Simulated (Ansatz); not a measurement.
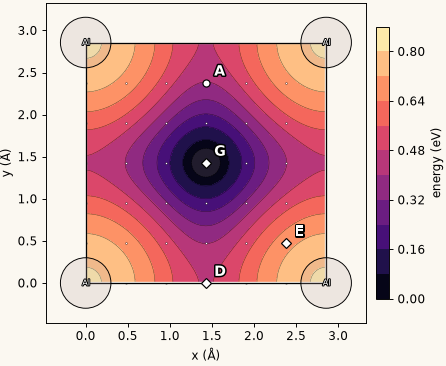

Al on an Al(100) slab cut from the Fm-3m phase, its upper half relaxed before the scan (12 atoms of substrate and one adsorbate in a 2 × 2 cell). Al is moved over the surface cell; relaxed at each place: the height of the adsorbate's atoms; substrate rigid; the origin of the map has the adsorbate above Al9. Places are given modulo a cell vector. The map is drawn in real space over the plane of the surface. Grid: 6 × 6 points; 10 points were computed and 26 follow by symmetry. Places are given in fractions of the 1 × 1 surface cell. Energies: eV, counted from the lowest grid point. Computed with DFT PBE, scalar-relativistic, plane waves, PAW (Ansatz). Settings: cutoff 420 eV, k-mesh 5×5×1, gaussian smearing 0.1 eV, no spin polarisation.

The picture shows filled contours, dots at the grid points, labelled circles for the atoms of the top layer and small ones for the second layer, the outline of one cell of the plane, lettered points. Between grid points the surface is interpolated.

Q: Is G the lowest point of the computed grid?

A: Yes. G, at a fourfold hollow over a second-layer Al atom, (3/6, 3/6) of the cell vectors, has the lowest energy of the grid.

Q: What kind of point is each of D, E, G: minimum, saddle, maximum or slope?

A: D: saddle point; E: on a slope; G: minimum. (In these two coordinates alone; a stationary point may lie a little off the grid point.)

Q: Rank the lettered points by energy, lowest first.

A: G (0.00 eV), A (0.40 eV), D (0.47 eV), E (0.69 eV).

PAW datasets: the set soft_1.
